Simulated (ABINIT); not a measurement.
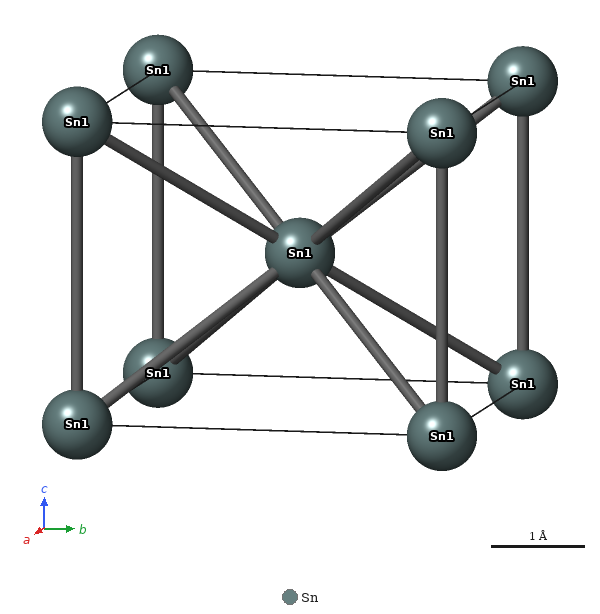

Fig. 1: The structure as given in the input (ball-and-stick view of the cell 2 times as large as that of the calculation, set on its symmetry axes, seen slightly off an axis; atoms are numbered from 1 in the order of the input). An atom can appear more than once, as a periodic image. Near neighbours in the periodic cell (some may lie outside the picture): Sn has 10 Sn at 3.32 Å.

# Geometry relaxation, with input and output: Sn (part 1 of 2)

The run: geometry relaxation of Sn (1 atom in the cell). Method and program: Kohn-Sham DFT of a periodic cell, PBEsol, JTH PAW PBE v2.0, no spin polarisation (ABINIT 10.8.3).

The structure derives from a Materials Project entry.

Input file:
```
# Pseudopotentials
pp_dirpath "./"
pseudos "Sn.GGA_PBE-JTH.xml"

# Structure
acell 3*1.0
rprim
    -3.8346122418     3.8346122418     3.1383815391
     3.8346122418    -3.8346122418     3.1383815391
     3.8346122418     3.8346122418    -3.1383815391
ntypat 1
znucl 50
natom 1
typat 1
xcart
     0.0000000000     0.0000000000     0.0000000000
chkprim 0
chksymtnons 0
tolsym 1.0e-6

# Plane-wave basis
ecut 22.0
pawecutdg 44.0
pawxcdev 0

# k points
kptopt 1
ngkpt 10 10 10
nshiftk 1
shiftk 0.0 0.0 0.0

# Exchange and correlation
ixc -116133

# Bands and occupations
nband 11
occopt 3
tsmear 0.05 eV

# SCF cycle
nstep 100
tolvrs 1.0e-9

# Output
iomode 3
prtwf 0
prtden 0
prteig 0
prtebands 0

# Relaxation
ionmov 22
ntime 60
tolmxf 0.0001
optcell 2
dilatmx 1.08
ecutsm 0.5
```

Launched with:
```bash
abinit run.abi > log 2>&1
```

What the program printed:
```
.Version 10.8.3 of ABINIT
 Symmetries : space group I4/m m m (#139); Bravais tI (body-center tetrag.)
================================================================================
 Values of the parameters that define the memory need of the present run
     intxc =       0    ionmov =      22      iscf =      17    lmnmax =      18
     lnmax =       6     mgfft =      30  mpssoang =       3    mqgrid =    3001
     natom =       1  nloc_mem =       2    nspden =       1   nspinor =       1
    nsppol =       1      nsym =      16    n1xccc =       1    ntypat =       1
    occopt =       3   xclevel =       2
       mpw =        1167          nfft =       27000          nkpt =         102
 PAW method is used; the additional fine FFT grid is defined by:
   mgfftf=        45    nfftf =     91125
================================================================================
================================================================================

--------------------------------------------------------------------------------
------------- Echo of variables that govern the present computation ------------
--------------------------------------------------------------------------------
 -outvars: echo values of preprocessed input variables --------
            acell      1.0000000000E+00  1.0000000000E+00  1.0000000000E+00 Bohr
              amu      1.18710000E+02
          chkprim           0
      chksymtnons           0
          dilatmx      1.08000000E+00
             ecut      2.20000000E+01 Hartree
           ecutsm      5.00000000E-01 Hartree
           ionmov          22
                       outvar_i_n : Printing only first  50 k-points.
              ixc     -116133
                       outvar_i_n : Printing only first  50 k-points.
         kptrlatt       10    0    0      0   10    0      0    0   10
          kptrlen      6.26561575E+01
            natom           1
            nband          11
            ngfft          30      30      30
          ngfftdg          45      45      45
             nkpt         102
            nstep         100
             nsym          16
            ntime          60
           ntypat           1
                       prtocc : prtvol=0, do not print more k-points.
           occopt           3
          optcell           2
        pawecutdg      4.40000000E+01 Hartree
         pawxcdev           0
           prtden           0
        prtebands           0
           prteig           0
            prtwf           0
            rprim     -3.8346122418E+00  3.8346122418E+00  3.1383815391E+00
                       3.8346122418E+00 -3.8346122418E+00  3.1383815391E+00
                       3.8346122418E+00  3.8346122418E+00 -3.1383815391E+00
          spgroup         139
           tolmxf      1.00000000E-04
           tolsym      1.00000000E-06
           tolvrs      1.00000000E-09
           tsmear      1.83746611E-03 Hartree
            typat      1
           useylm           1
                       outvars : Printing only first  50 k-points.
            znucl       50.00000

================================================================================

 chkinp: Checking input parameters for consistency.

================================================================================
== DATASET  1 ==================================================================

--- !DatasetInfo
iteration_state: {dtset: 1, }
dimensions: {natom: 1, nkpt: 102, mband: 11, nsppol: 1, nspinor: 1, nspden: 1, mpw: 1167, }
cutoff_energies: {ecut:  22.0, pawecutdg:  44.0, }
electrons: {nelect:   1.40000000E+01, charge:   0.00000000E+00, occopt:   3.00000000E+00, tsmear:   1.83746611E-03, }
meta: {optdriver: 0, ionmov: 22, optcell: 2, iscf: 17, paral_kgb: 0, }
...

 Real(R)+Recip(G) space primitive vectors, cartesian coordinates (Bohr,Bohr^-1):
 R(1)= -3.8346122  3.8346122  3.1383815  G(1)=  0.0000000  0.1303913  0.1593178
 R(2)=  3.8346122 -3.8346122  3.1383815  G(2)=  0.1303913  0.0000000  0.1593178
 R(3)=  3.8346122  3.8346122 -3.1383815  G(3)=  0.1303913  0.1303913  0.0000000
 Unit cell volume ucvol=  1.8459020E+02 bohr^3
 Angles (23,13,12)=  1.04530205E+02  1.04530205E+02  1.19882259E+02 degrees

 Coarse grid specifications (used for wave-functions):

 getcut: wavevector=  0.0000  0.0000  0.0000  ngfft=  30  30  30
         ecut(hartree)=     25.661   => boxcut(ratio)=   2.10109

 Fine grid specifications (used for densities):

 getcut: wavevector=  0.0000  0.0000  0.0000  ngfft=  45  45  45
         ecut(hartree)=     51.322   => boxcut(ratio)=   2.17833

--- Pseudopotential description ------------------------------------------------
- pspini: atom type   1  psp file is ./Sn.GGA_PBE-JTH.xml
 Pseudopotential format is: paw10
 basis_size (lnmax)=  6 (lmn_size= 18), orbitals=   0   0   1   1   2   2
 Spheres core radius: rc_sph= 2.51086398
 Shapefunction is BESSEL type: shapef(r,l)=aa(1,l)*jl(q(1,l)*r)+aa(2,l)*jl(q(2,l)*r)
 Radius for shape functions =  1.40702157
 Compensation charge density is not taken into account in XC energy/potential

   3.60098397E+02                                ecore*ucvol(ha*bohr**3)
--------------------------------------------------------------------------------

================================================================================

=== [ionmov=22] Limited-memory Broyden-Fletcher-Goldfarb-Shanno method
================================================================================

--- Iteration: ( 1/60) Internal Cycle: (1/1)
--------------------------------------------------------------------------------

---SELF-CONSISTENT-FIELD CONVERGENCE--------------------------------------------

--- !BeginCycle
iteration_state: {dtset: 1, itime: 1, icycle: 1, }
solver: {iscf: 17, nstep: 100, nline: 4, wfoptalg: 10, }
tolerances: {tolvrs: 1.00E-09, }
...

     iter   Etot(hartree)      deltaE(h)  residm     nres2
 ETOT  1  -69.636274258133    -6.964E+01 5.251E-01 7.968E-01
 ETOT  2  -69.712568182727    -7.629E-02 3.348E-02 8.714E-02
 ETOT  3  -69.712441636429     1.265E-04 4.614E-03 8.171E-03
 ETOT  4  -69.712430905204     1.073E-05 3.699E-03 2.768E-04
 ETOT  5  -69.712430789233     1.160E-07 1.336E-03 3.052E-06
 ETOT  6  -69.712430778202     1.103E-08 1.775E-03 6.220E-08
 ETOT  7  -69.712430778421    -2.194E-10 7.761E-04 1.212E-08
 ETOT  8  -69.712430778422    -1.364E-12 9.880E-04 4.962E-10

 At SCF step    8       nres2   =  4.96E-10 < tolvrs=  1.00E-09 =>converged.

 Cartesian components of stress tensor (hartree/bohr^3)
  sigma(1 1)=  7.47486729E-05  sigma(3 2)=  0.00000000E+00
  sigma(2 2)=  7.47486729E-05  sigma(3 1)=  0.00000000E+00
  sigma(3 3)=  4.04583930E-05  sigma(2 1)=  0.00000000E+00

--- !ResultsGS
iteration_state: {dtset: 1, itime: 1, icycle: 1, }
comment   : Summary of ground state results
lattice_vectors:
- [ -3.8346122,   3.8346122,   3.1383815, ]
- [  3.8346122,  -3.8346122,   3.1383815, ]
- [  3.8346122,   3.8346122,  -3.1383815, ]
lattice_lengths: [   6.26562,    6.26562,    6.26562, ]
lattice_angles: [104.530, 104.530, 119.882, ] # degrees, (23, 13, 12)
lattice_volume:   1.8459020E+02
convergence: {deltae: -1.364E-12, res2:  4.962E-10, residm:  9.880E-04, diffor: null, }
etotal    :  -6.97124308E+01
entropy   :   0.00000000E+00
fermie    :   2.29206038E-01
cartesian_stress_tensor: # hartree/bohr^3
- [  7.47486729E-05,   0.00000000E+00,   0.00000000E+00, ]
- [  0.00000000E+00,   7.47486729E-05,   0.00000000E+00, ]
- [  0.00000000E+00,   0.00000000E+00,   4.04583930E-05, ]
pressure_GPa:  -1.8629E+00
xred      :
- [  0.0000E+00,   0.0000E+00,   0.0000E+00, Sn]
cartesian_forces: # hartree/bohr
- [ -0.00000000E+00,  -0.00000000E+00,  -0.00000000E+00, ]
force_length_stats: {min:   0.00000000E+00, max:   0.00000000E+00, mean:   0.00000000E+00, }
...

 Integrated electronic density in atomic spheres:
 ------------------------------------------------
 Atom  Sphere_radius  Integrated_density
    1        2.51086         11.84986874

---OUTPUT-----------------------------------------------------------------------

 Cartesian coordinates (xcart) [bohr]
  0.00000000000000E+00  0.00000000000000E+00  0.00000000000000E+00
 Reduced coordinates (xred)
  0.00000000000000E+00  0.00000000000000E+00  0.00000000000000E+00
 Cartesian forces (fcart) [Ha/bohr]; max,rms= 0.00000E+00 0.00000E+00 (free atoms)
 -0.00000000000000E+00 -0.00000000000000E+00 -0.00000000000000E+00
 Gradient of E wrt nuclear positions in reduced coordinates (gred)
 -0.00000000000000E+00 -0.00000000000000E+00 -0.00000000000000E+00
 Scale of Primitive Cell (acell) [bohr]
  1.00000000000000E+00  1.00000000000000E+00  1.00000000000000E+00
 Real space primitive translations (rprimd) [bohr]
 -3.83461224180000E+00  3.83461224180000E+00  3.13838153910000E+00
  3.83461224180000E+00 -3.83461224180000E+00  3.13838153910000E+00
  3.83461224180000E+00  3.83461224180000E+00 -3.13838153910000E+00
 Unitary Cell Volume (ucvol) [Bohr^3]=  1.84590200103208E+02
 Angles (23,13,12)= [degrees]
  1.04530205033223E+02  1.04530205033223E+02  1.19882258980476E+02
 Lengths [Bohr]
  6.26561575384962E+00  6.26561575384962E+00  6.26561575384962E+00
 Stress tensor in cartesian coordinates (strten) [Ha/bohr^3]
  7.47486728580240E-05  0.00000000000000E+00  0.00000000000000E+00
  0.00000000000000E+00  7.47486728580240E-05  0.00000000000000E+00
  0.00000000000000E+00  0.00000000000000E+00  4.04583930134917E-05
 Total energy (etotal) [Ha]= -6.97124307784224E+01

--- Iteration: ( 2/60) Internal Cycle: (1/1)
--------------------------------------------------------------------------------

---SELF-CONSISTENT-FIELD CONVERGENCE--------------------------------------------

--- !BeginCycle
iteration_state: {dtset: 1, itime: 2, icycle: 1, }
solver: {iscf: 17, nstep: 100, nline: 4, wfoptalg: 10, }
tolerances: {tolvrs: 1.00E-09, }
...

     iter   Etot(hartree)      deltaE(h)  residm     nres2
 ETOT  1  -69.713123171234    -6.971E+01 6.570E+00 3.474E-01
 ETOT  2  -69.712478994065     6.442E-04 2.896E-03 1.888E-02
 ETOT  3  -69.712492954084    -1.396E-05 2.324E-02 6.629E-03
 ETOT  4  -69.712496650860    -3.697E-06 2.766E-04 2.197E-05
 ETOT  5  -69.712496704161    -5.330E-08 5.238E-04 2.303E-06
 ETOT  6  -69.712496703076     1.085E-09 4.082E-03 7.173E-08
 ETOT  7  -69.712496703037     3.956E-11 1.073E-03 1.036E-08
 ETOT  8  -69.712496703044    -7.546E-12 1.494E-03 1.341E-10

 At SCF step    8       nres2   =  1.34E-10 < tolvrs=  1.00E-09 =>converged.

 Cartesian components of stress tensor (hartree/bohr^3)
  sigma(1 1)=  6.60445808E-05  sigma(3 2)=  0.00000000E+00
  sigma(2 2)=  6.60445808E-05  sigma(3 1)=  0.00000000E+00
  sigma(3 3)=  3.20853308E-05  sigma(2 1)=  0.00000000E+00

--- !ResultsGS
iteration_state: {dtset: 1, itime: 2, icycle: 1, }
comment   : Summary of ground state results
lattice_vectors:
- [ -3.8260133,   3.8260133,   3.1345723, ]
- [  3.8260133,  -3.8260133,   3.1345723, ]
- [  3.8260133,   3.8260133,  -3.1345723, ]
lattice_lengths: [   6.25318,    6.25318,    6.25318, ]
lattice_angles: [104.553, 104.553, 119.831, ] # degrees, (23, 13, 12)
lattice_volume:   1.8354021E+02
convergence: {deltae: -7.546E-12, res2:  1.341E-10, residm:  1.494E-03, diffor: null, }
etotal    :  -6.97124967E+01
entropy   :   0.00000000E+00
fermie    :   2.31444135E-01
cartesian_stress_tensor: # hartree/bohr^3
- [  6.60445808E-05,   0.00000000E+00,   0.00000000E+00, ]
- [  0.00000000E+00,   6.60445808E-05,   0.00000000E+00, ]
- [  0.00000000E+00,   0.00000000E+00,   3.20853308E-05, ]
pressure_GPa:  -1.6101E+00
xred      :
- [  0.0000E+00,   0.0000E+00,   0.0000E+00, Sn]
cartesian_forces: # hartree/bohr
- [ -0.00000000E+00,  -0.00000000E+00,  -0.00000000E+00, ]
force_length_stats: {min:   0.00000000E+00, max:   0.00000000E+00, mean:   0.00000000E+00, }
...

 Integrated electronic density in atomic spheres:
 ------------------------------------------------
 Atom  Sphere_radius  Integrated_density
    1        2.51086         11.85192952

---OUTPUT-----------------------------------------------------------------------

 Cartesian coordinates (xcart) [bohr]
  0.00000000000000E+00  0.00000000000000E+00  0.00000000000000E+00
 Reduced coordinates (xred)
  0.00000000000000E+00  0.00000000000000E+00  0.00000000000000E+00
 Cartesian forces (fcart) [Ha/bohr]; max,rms= 0.00000E+00 0.00000E+00 (free atoms)
 -0.00000000000000E+00 -0.00000000000000E+00 -0.00000000000000E+00
 Gradient of E wrt nuclear positions in reduced coordinates (gred)
 -0.00000000000000E+00 -0.00000000000000E+00 -0.00000000000000E+00
 Scale of Primitive Cell (acell) [bohr]
  6.25318309596240E+00  6.25318309596240E+00  6.25318309596240E+00
 Real space primitive translations (rprimd) [bohr]
 -3.82601327652001E+00  3.82601327652001E+00  3.13457232288794E+00
  3.82601327652001E+00 -3.82601327652001E+00  3.13457232288794E+00
  3.82601327652001E+00  3.82601327652001E+00 -3.13457232288794E+00
 Unitary Cell Volume (ucvol) [Bohr^3]=  1.83540213008811E+02
 Angles (23,13,12)= [degrees]
  1.04553144777095E+02  1.04553144777095E+02  1.19831052819587E+02
 Lengths [Bohr]
  6.25318309596240E+00  6.25318309596240E+00  6.25318309596240E+00
 Stress tensor in cartesian coordinates (strten) [Ha/bohr^3]
  6.60445808411403E-05  0.00000000000000E+00  0.00000000000000E+00
  0.00000000000000E+00  6.60445808411386E-05  0.00000000000000E+00
  0.00000000000000E+00  0.00000000000000E+00  3.20853307911283E-05
 Total energy (etotal) [Ha]= -6.97124967030442E+01

 Difference of energy with previous step (new-old):
           Absolute (Ha)=-6.59246E-05
           Relative     =-9.45665E-07

--- Iteration: ( 3/60) Internal Cycle: (1/1)
--------------------------------------------------------------------------------

---SELF-CONSISTENT-FIELD CONVERGENCE--------------------------------------------

--- !BeginCycle
iteration_state: {dtset: 1, itime: 3, icycle: 1, }
solver: {iscf: 17, nstep: 100, nline: 4, wfoptalg: 10, }
tolerances: {tolvrs: 1.00E-09, }
...
```
